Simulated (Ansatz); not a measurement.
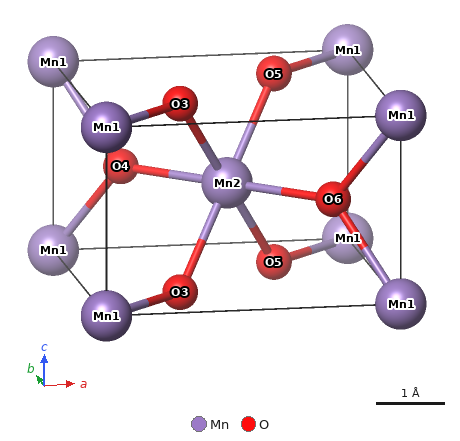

Reference structure: crystalline MnO2 (built on the MnO2-type type). Style: ball-and-stick. Shown: the cell of the calculation, slightly off an axis.

Level of theory: DFT PBE, spin-orbit coupling, plane waves, PAW (Ansatz). Settings: plane-wave cutoff 420 eV; k-point mesh 6 × 6 × 10; occupations gaussian; smearing width 0.05 eV; spin-orbit.

Change: The cell is strained by +2.0 % along a and none across it (volume +2.0 %), the atoms keeping their fractional coordinates. No relaxation follows.

The input:
```yaml
crystal:
  lattice:
    - [4.5391776157, 0.0, 0.0]
    - [0.0, 4.450174133, 0.0]
    - [0.0, 0.0, 2.8765698391]
  atoms:
    - { symbol: Mn, position: [0.0, 0.0, 0.0], spin: 2.84, spin_axis: [0.0, 0.0, 1.0] }
    - { symbol: Mn, position: [0.5, 0.5, 0.5], spin: 2.84, spin_axis: [0.0, 0.0, 1.0] }
    - { symbol: O, position: [0.3055282101, 0.3055282101, 0.0] }
    - { symbol: O, position: [0.1944717899, 0.8055282101, 0.5] }
    - { symbol: O, position: [0.6944717899, 0.6944717899, 0.0] }
    - { symbol: O, position: [0.8055282101, 0.1944717899, 0.5] }
basis:
  ecutwfc: 420
  ecutrho_ratio: 4
kpoints:
  mp_grid: { grid: [6, 6, 10] }
hamiltonian:
  xc: pbe
scf:
  occupations: { method: gaussian, width: 0.05 }
output:
  forces: true
  stress: true
  eigenvalues: true
  populations: true
magnetization:
  noncollinear: true
  spin_orbit: true
```

Launched with:
```bash
ansatz run input.yaml --threads 4 --pin off --max-ram 7168MiB --backend cpu --events-out ev --progress --plain --runs-dir out
```

Question: What does the calculation give for the changed structure?

Answer: Some distances before and after: Mn–O 1.923 → 1.942 Å, Mn–O 1.889 → 1.897 Å. The space group (tolerance 0.01 Å) goes from P4_2/mnm (No. 136) to Pnnm (No. 58). It costs 3.6 meV per atom. The pressure goes from 0.0 to −4.1 GPa. The principal stresses (compression positive) are −3.0 GPa along c, −3.3 GPa along b, −6.0 GPa along a. The largest forces, 0.064 eV/Å, act on O3, O4, O5 and O6; on O4 it points along [−3 1 0]. The absolute magnetisation per cell goes from 6.17 to 6.19 μB (net moment 6.00 and 6.00 μB). It is metallic before and after.

Drawn alike, the variant:

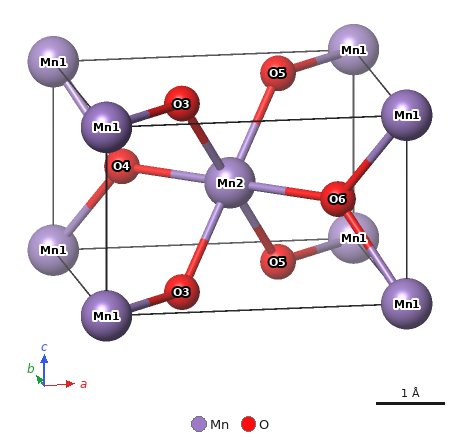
